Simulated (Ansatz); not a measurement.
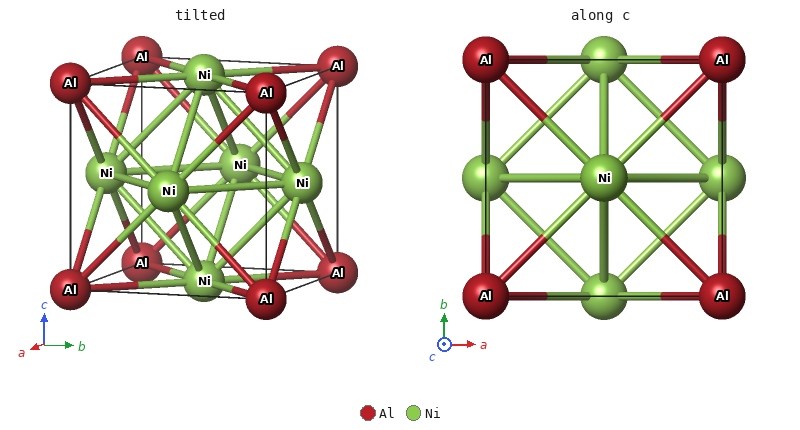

We look at a ball-and-stick model of the crystal slightly off an axis and along the c axis. The outline marks the conventional unit cell. Cell: a = 3.57 Å, b = 3.57 Å, c = 3.57 Å, α = 90.00°, β = 90.00°, γ = 90.00°.

Starting structure: a structure listed in the Materials Project. Earlier steps of the study may have refined or changed the cell and positions. A calculation with Ansatz used it as input.

**What structure is drawn here?**

The material is AlNi$_{3}$. Its lattice is primitive cubic, its space group Pm-3m (No. 221). This arrangement goes by the name Cu₃Au (L1₂) type. It has 4 atoms to the cell (1 Al, 3 Ni). Al is coordinated by twelve Ni in a cuboctahedral arrangement at about 2.5 Å. The neighbours of Ni are eight Ni and four Al in a cuboctahedral arrangement (about 2.5 Å to Ni, 2.5 Å to Al). The bonds build a three-dimensional framework.

The numbers come from Ansatz 0.2.0, DFT PBE, scalar-relativistic, plane waves, PAW, using a 420 eV plane-wave basis, a 12×12×12 mesh of k-points, Gaussian smearing of 0.1 eV, collinear spins.

**Which atoms carry magnetic moments in this run, and how do they order?**

The state reached is ferromagnetic. Sizes: Ni 0.3 μB; net moment 0.7 μB in the run's cell of 4 atoms.

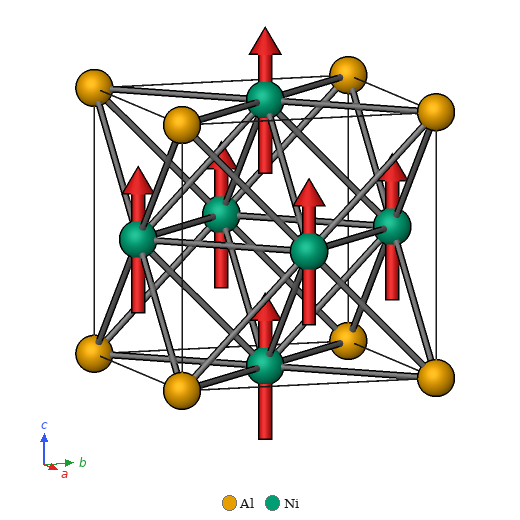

Site moments above 0.25 μB as arrows, small induced ones on non-metal atoms left out (red along the largest or up, blue against, purple across). The run's cell of 4 atoms is drawn.

**Is the electronic structure metallic or gapped?**

A metal: bands cross the Fermi level.

**What net charge does each kind of atom have (Bader)?**

Al +1.84 e; Ni -0.61 e.

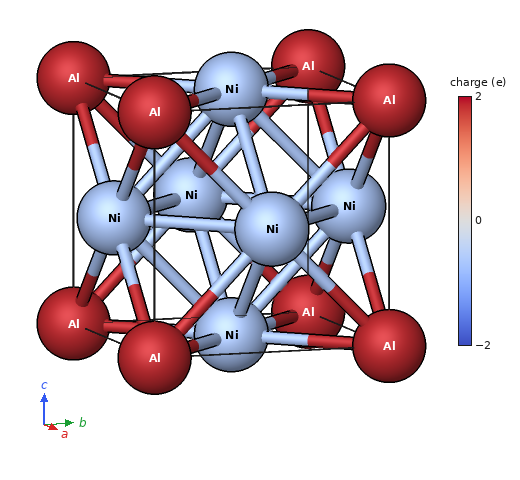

The atoms coloured by those charges. The run's cell of 4 atoms is drawn.

**Is this the optimised geometry for these settings?**

Yes. All forces vanish to within 0.01 eV/Å. The pressure is 0.0 GPa, close to zero.
